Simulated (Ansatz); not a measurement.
```yaml
crystal:
  lattice:
    - [0.00000, 3.82800, 3.82800]
    - [3.82800, 0.00000, 3.82800]
    - [3.82800, 3.82800, 0.00000]
  atoms:
    - { symbol: Mg, position: [0.99613, 0.99547, 0.01895] }
    - { symbol: O, position: [0.25761, 0.25699, 0.25756] }
    - { symbol: Mg, position: [0.00289, 0.00228, 0.51221] }
    - { symbol: O, position: [0.25765, 0.25699, 0.75754] }
    - { symbol: Mg, position: [0.03348, 0.48105, 0.99017] }
    - { symbol: O, position: [0.25756, 0.75696, 0.25753] }
    - { symbol: Mg, position: [0.03347, 0.48107, 0.52500] }
    - { symbol: O, position: [0.25758, 0.75694, 0.75750] }
    - { symbol: Mg, position: [0.48171, 0.03282, 0.99022] }
    - { symbol: O, position: [0.75760, 0.25695, 0.25750] }
    - { symbol: Mg, position: [0.48173, 0.03284, 0.52500] }
    - { symbol: O, position: [0.75756, 0.25696, 0.75751] }
    - { symbol: Mg, position: [0.51230, 0.51169, 0.00279] }
    - { symbol: O, position: [0.75775, 0.75702, 0.13504] }
    - { symbol: Mg, position: [0.51919, 0.51855, 0.49588] }
    - { symbol: O, position: [0.75758, 0.75694, 0.75760] }
    - { symbol: O, position: [0.75762, 0.75700, 0.37995] }
```

PAW files of the earlier set (soft_1); the program warned that a starting moment wasn't kept; spin-polarised, but the moments vanished.

All numbers below come from DFT PBE, scalar-relativistic, plane waves, PAW in Ansatz 0.2.0.

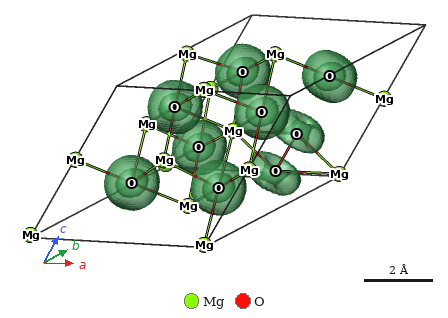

Mg$_{8}$O$_{9}$ (cell with a defect). Isosurface of the electron localisation function at 0.75 (green), seen at an oblique angle. Only the valence region is drawn (cores and ρ < 0.01 e/Å³ removed). Sticks mark near contacts.

### Where are the electrons localised?

At this value the surface marks out nine regions wrapped around O (the valence shell of each), counted in one cell of 17 atoms. Any copies at cell faces, edges or corners count once. Profiles from the grid: O–O (1.33 Å): the ELF peaks at about 0.70 between the atoms. Mg–O (1.69 Å): the ELF peaks at about 0.90 in the valence shell of O, 0.6 Å from its nucleus, and falls to about 0.20 next to Mg (a closed-shell, largely ionic contact).
